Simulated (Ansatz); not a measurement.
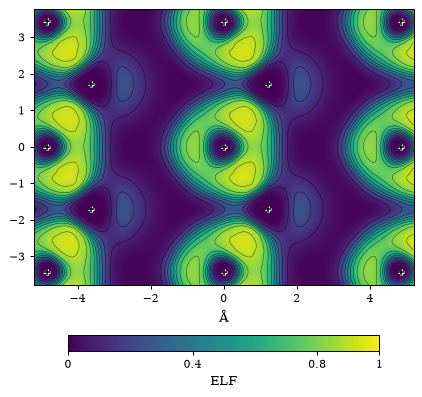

The electron localisation function on a plane through atoms (crosses mark nuclei in the plane).

The calculation used Ansatz 0.2.0, Kohn-Sham DFT of a periodic cell, PBE, Ansatz PAW.

Candidates:
A. EuO, a = 5.07 Å, b = 5.07 Å, c = 5.07 Å, α = 90.00°, β = 90.00°, γ = 90.00°. Space group Fm-3m; no Hubbard U on the f states and no spin–orbit coupling; spin-polarised.
B. BeS, a = 4.85 Å, b = 4.85 Å, c = 4.85 Å, α = 90.00°, β = 90.00°, γ = 90.00°. Space group F-43m.
C. Ta, a = 4.22 Å, b = 4.22 Å, c = 4.22 Å, α = 90.00°, β = 90.00°, γ = 90.00°. Space group Fm-3m.

Q: Which system is this?

A: Candidate B: BeS on the (011) plane of the conventional cell, which holds S and Be. Be–S (2.10 Å): the ELF peaks at about 0.95 between the atoms: a shared but strongly polarised pair.
